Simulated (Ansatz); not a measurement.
# ZnO with one Zn vacancy: vacancy hop, part 1 of 3

Aim: the minimum-energy path and barrier of the vacancy hop. The ends are relaxed first, then joined by a nudged elastic band. Host space group P6_3mc.

Program: Ansatz 0.2.0. Level of theory: DFT PBEsol, plane waves, PAW, scalar-relativistic, no spin polarisation. These are calculated values, not measurements.

## Step 1: The starting structure

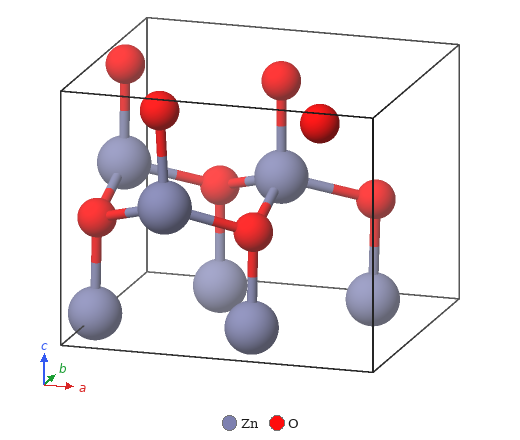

Start, viewed slightly off an axis; zinc blue, oxygen red. Each atom of the cell is drawn once.

Structure file:

```xyz
15
Lattice="-3.2374 -5.6073 0.0000 4.8560 -2.8036 0.0000 0.0000 0.0000 5.2221" Properties=species:S:1:pos:R:3 pbc="T T T"
Zn    1.6213   -4.6551    2.6138
Zn   -0.0266   -3.6928    0.0261
O     1.6306   -4.6547    4.5782
O     0.0059   -3.7333    1.9754
Zn   -0.0044   -1.9369    2.5935
Zn    3.2491   -3.7712   -0.0231
O     0.0198   -1.8400    4.5825
O     3.2296   -3.7637    2.0452
Zn    3.2681   -1.8336    2.6227
Zn    1.6598   -0.8934    0.0261
O     3.2040   -1.8446    4.6565
O     1.6146   -0.9247    1.9995
Zn    1.6385   -6.5086   -0.0195
O    -1.6599   -4.7160    4.6044
O     1.6191   -6.5659    2.0329
```

## Step 2: Relaxing end A

File input.yaml:

```yaml
crystal:
  lattice:
    - [-3.237351, -5.607256, 0.0]
    - [4.856027, -2.803628, 0.0]
    - [0.0, 0.0, 5.222061]
  atoms:
    - { symbol: Zn, position: [0.4974432, 0.6655123, 0.5005295] }
    - { symbol: Zn, position: [0.4959834, 0.3251767, 0.0049995] }
    - { symbol: O, position: [0.4966716, 0.6669046, 0.8767087] }
    - { symbol: O, position: [0.4988938, 0.333814, 0.3782775] }
    - { symbol: Zn, position: [0.2594113, 0.1720357, 0.4966524] }
    - { symbol: Zn, position: [0.2535129, 0.8380998, -0.004432] }
    - { symbol: O, position: [0.2445785, 0.1671376, 0.8775306] }
    - { symbol: O, position: [0.2540157, 0.8344058, 0.3916471] }
    - { symbol: Zn, position: [-0.0071236, 0.668259, 0.5022302] }
    - { symbol: Zn, position: [-0.0086828, 0.3360181, 0.0049989] }
    - { symbol: O, position: [-0.0007034, 0.6593276, 0.8916907] }
    - { symbol: O, position: [-0.0009998, 0.3318215, 0.3828976] }
    - { symbol: Zn, position: [0.7440317, 0.8334386, -0.0037259] }
    - { symbol: O, position: [0.7589749, 0.1641566, 0.8817165] }
    - { symbol: O, position: [0.7531887, 0.8355373, 0.3892962] }
basis:
  ecutwfc: 420.0
kpoints:
  mp_grid: { grid: [2, 2, 2] }
hamiltonian:
  xc: pbesol
  pseudopotentials: { kind: paw, azcp: { folder: soft_1 } }
scf:
  occupations: { method: fermi_dirac, width: 0.05 }
  lower_state_search: "off"
relax:
  f_tol: 0.03
  max_steps: 60
  adjacent_minimum: "off"
```

Launch:

```bash
$ ansatz run input.yaml --threads 1 --pin off --max-ram 3072MiB --backend cpu --events-out ev --progress --plain --runs-dir out
```

The program printed, shortened:

```text
Warning: <dir> the record states the generating functional pbe (its physics header spells it `PBE`), which answers neither for hamiltonian.xc's functional nor for the pbesol family's — results may be inconsistent (PPs are generated against a specific XC)
[...]
Warning: RAYON_NUM_THREADS=1 ignored (pool sized by the plan → 1); use --threads N
[...]
Pseudopotentials: kind: paw
Pseudopotential: Zn, paw, valence charge 12, recommended cutoff 420 eV (normal), <dir>
Pseudopotential: O, paw, valence charge 6, recommended cutoff 420 eV (normal), <dir>
Functional definition: PBEsol
[...]
Crystal: 15 atoms, lattice volume = 189.589 Å³
Basis set: ecut = 420 eV, 3719 PW (Γ), exchange–correlation on 90×80×72 points (8 copies of the dense FFT grid, shifted against one another)
Bands: 81, of which v1, the nominal top of the filled ones, is band 66 counted from 1 (65 counted from 0)
Symmetry: 1 space group operations
Space group: P1 (ITA 1), of the structure as read, at distance tolerance 5.7e-5 Å
k-points: 8
[...]
SCF iter   1: F=—  HF=-27454.085282 eV  |F-HF|=—  |Δ(HF+E_count)|=         —  Δρ=1.15e-1  dr2=1.56e1  ethr=3.10e-3  ⟨swp⟩=6.1  Hψ=2869  notcnv=0  defer=10
[...]
relax step   1: F+E_penalty+E_count = -27450.09288195 eV  Δ(F+E_penalty+E_count) = +0.000e0 eV  max|allowed force component| = 1.079e0 eV/Å  Δτ_max = 0.0000 Å  (11 SCF iters, dr2 threshold 2.25e-5 eV, accepted)
[...]
relax step   2: F+E_penalty+E_count = -27450.39789069 eV  Δ(F+E_penalty+E_count) = -3.050e-1 eV  max|allowed force component| = 7.080e-1 eV/Å  Δτ_max = 0.0884 Å  (8 SCF iters, dr2 threshold 7.28e-5 eV, accepted)
[...]
SCF iter   4: F=—  HF=-27450.656630 eV  |F-HF|=—  |Δ(HF+E_count)|=   6.39e-3  Δρ=3.11e-3  dr2=1.43e-2  ethr=4.24e-5  ⟨swp⟩=2.0  Hψ=1100  notcnv=0  defer=57
```

## Step 3: The log goes on: end point A relaxed

The log, continued, shortened:

```text
SCF iter   5: F=—  HF=-27450.653820 eV  |F-HF|=—  |Δ(HF+E_count)|=   2.81e-3  Δρ=1.01e-3  dr2=1.87e-3  ethr=1.08e-5  ⟨swp⟩=2.5  Hψ=1128  notcnv=0  defer=66
[...]
relax step   3: F+E_penalty+E_count = -27450.65365814 eV  Δ(F+E_penalty+E_count) = -2.558e-1 eV  max|allowed force component| = 2.659e-1 eV/Å  Δτ_max = 0.1538 Å  (9 SCF iters, dr2 threshold 3.13e-5 eV, accepted)
[...]
    - { symbol: O, position: [-6.656351912215364e-6, 0.6667237722517685, 0.877784709438843] }
    - { symbol: O, position: [0.028211019862284303, 0.35019397992058227, 0.37031131959070673] }
    - { symbol: Zn, position: [0.7493092000810597, 0.8392108701105658, 0.003156089695979814] }
    - { symbol: O, position: [0.7492770757972865, 0.16760131804853765, 0.9133875102731679] }
    - { symbol: O, position: [0.7492821983363888, 0.7944491029781816, 0.3667787790596343] }
```

Run time: 36 s. Hardware: 1 thread of Arm Neoverse V2, shared host; peak memory 0.45 GiB.

Step by step:

| step | energy from step 1 (eV/cell) | largest force component (eV/Å) |
| --- | --- | --- |
| 1 | 0.0000 | 1.0795 |
| 2 | -0.3050 | 0.7080 |
| 3 | -0.5608 | 0.2659 |
| 4 | -0.5726 | 0.0662 |
| 5 | -0.5749 | 0.0048 |

Step 1 is the start.

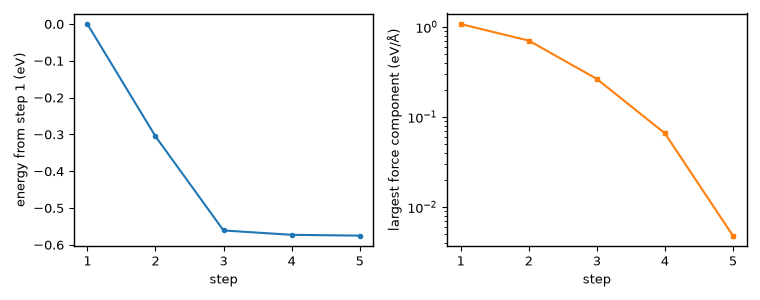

How energy and force went from step to step.

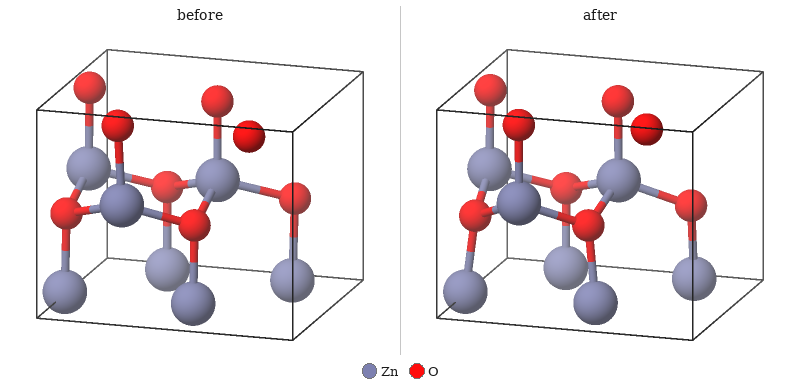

Before and after, at one scale. Each atom of the cell is drawn once.

Largest move: O15, 0.26 Å.

## Step 4: End point B

The second end starts from a geometry with the move made by hand.

File input.yaml:

```yaml
crystal:
  lattice:
    - [-3.237351, -5.607256, 0.0]
    - [4.856027, -2.803628, 0.0]
    - [0.0, 0.0, 5.222061]
  atoms:
    - { symbol: Zn, position: [0.50000008, 0.66666665, 0.50059173] }
    - { symbol: Zn, position: [0.50000005, 0.33333333, 0.0005917] }
    - { symbol: O, position: [0.50000008, 0.66666665, 0.87971835] }
    - { symbol: O, position: [0.50000005, 0.33333333, 0.37971832] }
    - { symbol: Zn, position: [0.25000003, 0.16666667, 0.50059173] }
    - { symbol: Zn, position: [0.25000007, 0.8333333, 0.0005917] }
    - { symbol: O, position: [0.25000003, 0.16666667, 0.87971835] }
    - { symbol: O, position: [0.25000007, 0.8333333, 0.37971832] }
    - { symbol: Zn, position: [4.0e-08, 0.66666664, 0.50059173] }
    - { symbol: Zn, position: [-0.25, 0.16666665, -0.49940833] }
    - { symbol: O, position: [4.0e-08, 0.66666664, 0.87971835] }
    - { symbol: O, position: [2.0e-08, 0.33333331, 0.37971832] }
    - { symbol: Zn, position: [0.7500001, 0.83333331, 0.0005917] }
    - { symbol: O, position: [0.75000006, 0.16666669, 0.87971835] }
    - { symbol: O, position: [0.7500001, 0.83333331, 0.37971832] }
basis:
  ecutwfc: 420.0
kpoints:
  mp_grid: { grid: [2, 2, 2] }
hamiltonian:
  xc: pbesol
  pseudopotentials: { kind: paw, azcp: { folder: soft_1 } }
scf:
  occupations: { method: fermi_dirac, width: 0.05 }
  lower_state_search: "off"
relax:
  f_tol: 0.03
  max_steps: 60
  adjacent_minimum: "off"
```

Launch:

```bash
$ ansatz run input.yaml --threads 1 --pin off --max-ram 3072MiB --backend cpu --events-out ev --progress --plain --runs-dir out
```

The program printed, shortened:

```text
Warning: <dir> the record states the generating functional pbe (its physics header spells it `PBE`), which answers neither for hamiltonian.xc's functional nor for the pbesol family's — results may be inconsistent (PPs are generated against a specific XC)
[...]
Warning: RAYON_NUM_THREADS=1 ignored (pool sized by the plan → 1); use --threads N
[...]
Pseudopotentials: kind: paw
Pseudopotential: Zn, paw, valence charge 12, recommended cutoff 420 eV (normal), <dir>
Pseudopotential: O, paw, valence charge 6, recommended cutoff 420 eV (normal), <dir>
Functional definition: PBEsol
[...]
relax step   2: F+E_penalty+E_count = -27450.46327001 eV  Δ(F+E_penalty+E_count) = -2.463e-1 eV  max|allowed force component| = 6.212e-1 eV/Å  Δτ_max = 0.0738 Å  (8 SCF iters, dr2 threshold 5.83e-5 eV, accepted)
[...]
relax step   3: F+E_penalty+E_count = -27450.66021032 eV  Δ(F+E_penalty+E_count) = -1.969e-1 eV  max|allowed force component| = 1.522e-1 eV/Å  Δτ_max = 0.1333 Å  (9 SCF iters, dr2 threshold 2.41e-5 eV, accepted)
SCF iter   1: F=—  HF=-27450.668526 eV  |F-HF|=—  |Δ(HF+E_count)|=         —  Δρ=4.67e-3  dr2=1.93e-2  ethr=5.90e-4  ⟨swp⟩=4.6  Hψ=1639  notcnv=0  defer=66
[...]
```

## Step 5: The output, continued: end point B relaxed

The log, continued, shortened:

```text
SCF iter   2: F=—  HF=-27450.665855 eV  |F-HF|=—  |Δ(HF+E_count)|=   2.67e-3  Δρ=1.95e-3  dr2=5.60e-3  ethr=1.46e-5  ⟨swp⟩=2.1  Hψ=1301  notcnv=0  defer=66
[...]
relax step   4: F+E_penalty+E_count = -27450.66402288 eV  Δ(F+E_penalty+E_count) = -3.813e-3 eV  max|allowed force component| = 1.533e-1 eV/Å  Δτ_max = 0.0543 Å  (9 SCF iters, dr2 threshold 1.45e-6 eV, accepted)
[...]
    - { symbol: O, position: [-5.551115123125783e-17, 0.7056381285953224, 0.8646986028901307] }
    - { symbol: O, position: [-2.7755575615628914e-17, 0.33210847374231295, 0.41131955402607884] }
    - { symbol: Zn, position: [0.7525076532478394, 0.8344788123697567, -0.0020016842176718164] }
    - { symbol: O, position: [0.7208916199445129, 0.14968948480157535, 0.8683154532338085] }
    - { symbol: O, position: [0.7492515840494756, 0.833122828546363, 0.37585213366437253] }
```

It took 38 s on 1 thread of Arm Neoverse V2, shared host; peak memory 0.45 GiB.

Step by step:

| step | energy from step 1 (eV/cell) | largest force component (eV/Å) |
| --- | --- | --- |
| 1 | 0.0000 | 0.9660 |
| 2 | -0.2463 | 0.6212 |
| 3 | -0.4432 | 0.1522 |
| 4 | -0.4470 | 0.1533 |
| 5 | -0.4507 | 0.0056 |
| 6 | -0.4507 | 0.0055 |

Step 1 is the start. Step 6 solves the same geometry again.

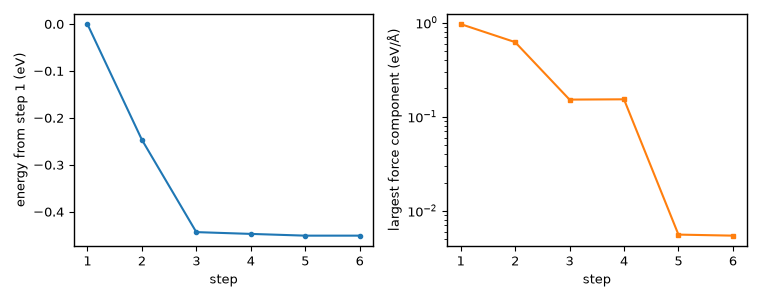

How energy and force went from step to step.

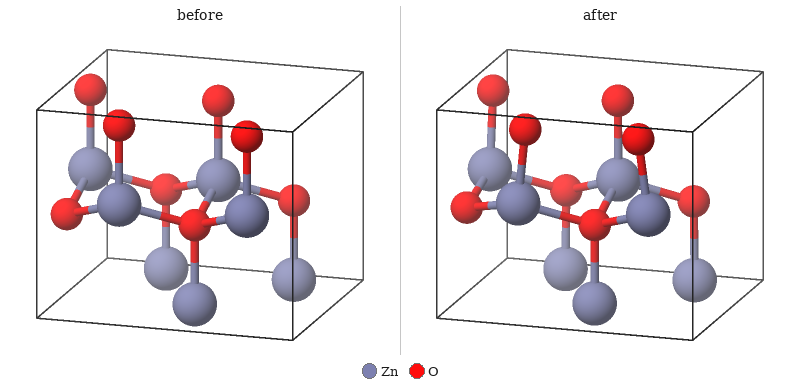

Before and after, at one scale. Each atom of the cell is drawn once.

The atom that moved most is O11, by 0.23 Å.

## Step 6: Nudged elastic band

crystal.atoms is end A as relaxed above, and neb.final_atoms is end B. With 5 inner images the band has 7 in all.

File input.yaml:

```yaml
crystal:
  lattice:
    - [-3.237351, -5.607256, 0.0]
    - [4.856027, -2.803628, 0.0]
    - [0.0, 0.0, 5.222061]
  atoms:
    - { symbol: Zn, position: [0.50178533, 0.66548028, 0.4999045] }
    - { symbol: Zn, position: [0.50370176, 0.33096559, 0.00729856] }
    - { symbol: O, position: [0.49863726, 0.6667388, 0.8777927] }
    - { symbol: O, position: [0.47022514, 0.35028218, 0.37030079] }
    - { symbol: Zn, position: [0.24922905, 0.16777764, 0.5065989] }
    - { symbol: Zn, position: [0.24930328, 0.8312914, 0.00416304] }
    - { symbol: O, position: [0.24927747, 0.16592024, 0.88203623] }
    - { symbol: O, position: [0.24929543, 0.83862981, 0.38429365] }
    - { symbol: Zn, position: [-0.00320145, 0.66542956, 0.49990767] }
    - { symbol: Zn, position: [-0.00513003, 0.33095067, 0.00730304] }
    - { symbol: O, position: [-6.66e-06, 0.66672377, 0.87778471] }
    - { symbol: O, position: [0.02821102, 0.35019398, 0.37031132] }
    - { symbol: Zn, position: [0.7493092, 0.83921087, 0.00315609] }
    - { symbol: O, position: [0.74927708, 0.16760132, 0.91338751] }
    - { symbol: O, position: [0.7492822, 0.7944491, 0.36677878] }
basis:
  ecutwfc: 420.0
kpoints:
  mp_grid: { grid: [2, 2, 2] }
hamiltonian:
  xc: pbesol
  pseudopotentials: { kind: paw, azcp: { folder: soft_1 } }
scf:
  occupations: { method: fermi_dirac, width: 0.05 }
  lower_state_search: "off"
neb:
  images: 5
  f_tol: 0.05
  initial_path: linear
  max_iterations: 32
  final_atoms:
    - { symbol: Zn, position: [0.50000003, 0.66854346, 0.50239172] }
    - { symbol: Zn, position: [0.50000002, 0.33211845, 0.00476819] }
    - { symbol: O, position: [0.50000003, 0.66132018, 0.88246343] }
    - { symbol: O, position: [0.50000002, 0.33405887, 0.38012357] }
    - { symbol: Zn, position: [0.24560705, 0.16888804, 0.50537419] }
    - { symbol: Zn, position: [0.24749239, 0.83447883, -0.00200168] }
    - { symbol: O, position: [0.27910839, 0.1496895, 0.86831545] }
    - { symbol: O, position: [0.25074846, 0.83312284, 0.37585213] }
    - { symbol: Zn, position: [3.0e-08, 0.66052072, 0.50104339] }
    - { symbol: Zn, position: [-0.24560704, 0.168888, -0.49462581] }
    - { symbol: O, position: [3.0e-08, 0.70563813, 0.8646986] }
    - { symbol: O, position: [2.0e-08, 0.33210847, 0.41131955] }
    - { symbol: Zn, position: [0.75250769, 0.83447886, -0.00200168] }
    - { symbol: O, position: [0.72089163, 0.14968953, 0.86831545] }
    - { symbol: O, position: [0.74925162, 0.83312288, 0.37585213] }
  order_check: true
```

Launch:

```bash
$ ansatz run input.yaml --threads 1 --pin off --max-ram 3072MiB --backend cpu --events-out ev --progress --plain --runs-dir out
```

The program printed, shortened:

```text
Warning: neb: disabling space-group detection — the band's intermediate images generally break the endpoint symmetry, so no spatial operation reduces the k-mesh or symmetrises the density, except that a semilocal band can use its path's symmetry ahead of convergence; time reversal is [...]
Warning: <dir> the record states the generating functional pbe (its physics header spells it `PBE`), which answers neither for hamiltonian.xc's functional nor for the pbesol family's — results may be inconsistent (PPs are generated against a specific XC)
[...]
Warning: between the path's two end points as given, atom 9 moves 3.181 Å, but a periodic copy of its final position lies 3.165 Å from its initial position (atoms with a nearer copy: 1). The path is placed between the positions as given. If the final geometry was wrapped back into the [...]
Warning: RAYON_NUM_THREADS=1 ignored (pool sized by the plan → 1); use --threads N
[...]
NSCF: frozen V_eff on 8 k-points
NEB image 6
[...]
SCF iter  12: F=—  HF=-27450.667739 eV  |F-HF|=—  |Δ(HF+E_count)|=   1.17e-6  Δρ=2.97e-5  dr2=1.57e-6  ethr=5.27e-9  ⟨swp⟩=2.4  Hψ=973  notcnv=0  defer=66
[...]
NSCF: frozen V_eff on 8 k-points
NEB end point (image 0): max|allowed force component| = 4.872e-3 eV/Å (the criterion of neb.relax_end_points is 1.000e-2)
NEB end point (image 6): max|allowed force component| = 5.436e-3 eV/Å (the criterion of neb.relax_end_points is 1.000e-2)
NEB image 1
[...]
NEB image 2
[...]
NEB image 3
[...]
NEB image 4
[...]
NEB image 5
[...]
NEB iter   1: max|band force component| = 4.447e1 eV/Å  barrier→ = 10.2142 eV  barrier← = 10.2142 eV  Δτ_max = 0.1526 Å  (103 SCF iters)
[...]
NEB iter   5: max|band force component| = 2.110e0 eV/Å  barrier→ = 1.1641 eV  barrier← = 1.1641 eV  Δτ_max = 0.0617 Å  (55 SCF iters)
NEB iter   6: max|band force component| = 1.295e0 eV/Å  barrier→ = 1.0766 eV  barrier← = 1.0766 eV  Δτ_max = 0.0441 Å  (49 SCF iters)
```

## Step 7: The log goes on: band between the two ends

The log, continued, shortened:

```text
NEB iter   7: max|band force component| = 5.223e-1 eV/Å  barrier→ = 1.0665 eV  barrier← = 1.0665 eV  Δτ_max = 0.0321 Å  (46 SCF iters)
[...]
NEB iter  10: max|band force component| = 1.710e-1 eV/Å  barrier→ = 1.1363 eV  barrier← = 1.1363 eV  CI = image 4  Δτ_max = 0.0301 Å  (48 SCF iters)
[...]
NEB iter  11: max|band force component| = 3.587e-2 eV/Å  barrier→ = 1.1353 eV  barrier← = 1.1353 eV  CI = image 4  Δτ_max = 0.0000 Å  (426 SCF iters)
[...]
    - { symbol: O, position: [-0.012108298861189304, 0.692097760820887, 0.8617009623585127] }
    - { symbol: O, position: [0.03310230481769004, 0.34636237768546496, 0.416031698293753] }
    - { symbol: Zn, position: [0.7407601229580175, 0.8173720145082891, 0.012156912194976964] }
    - { symbol: O, position: [0.6899028086634623, 0.13237215448001743, 0.8931459422719392] }
    - { symbol: O, position: [0.7559704838937804, 0.8153206195558766, 0.37628913294102756] }
```

It took 12 min on 1 thread of Arm Neoverse V2, shared host; peak memory 0.76 GiB.

(Continued in part 2 of 3.)
